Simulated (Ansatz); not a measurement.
System: fluorite-type BaF₂, space group Fm-3m (No. 225), 3 atoms in the primitive cell. The cell is scaled uniformly. Computed with Ansatz: LDA, all-electron LAPW, no spin polarisation, no spin-orbit coupling, 8×8×8 k mesh, Fermi-Dirac smearing of 0.01 eV.

At 19.86 Å³/atom the direct gap is 6.55 eV (Γ).

> How does this gap move from 18.67 Å³/atom to 20.66 Å³/atom?

Γ falls by 0.49 eV. A straight line against ln V has a slope of −4.8 eV at Γ.

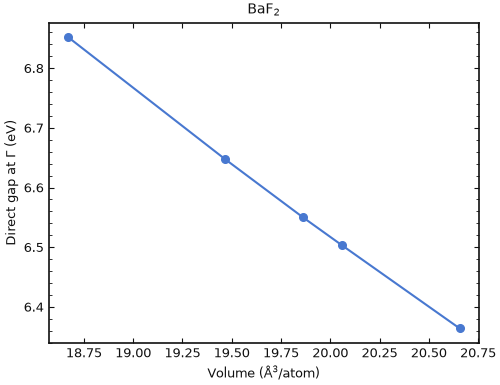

Direct gap at Γ.

```csv
volume,Γ (eV),pressure (GPa)
18.67 Å³/atom,6.85,−1.0
19.46 Å³/atom,6.65,−3.5
19.86 Å³/atom,6.55,−4.6
20.06 Å³/atom,6.50,−5.0
20.66 Å³/atom,6.36,−6.3
```

The smallest gap over all k points computed is 6.70, 6.53, 6.44, 6.40 and 6.28 eV in turn; it lies up to 0.15 eV under the lowest value plotted. Spin-orbit coupling is left out, which matters for Ba. LDA, GGA and most meta-GGA functionals understate gaps.
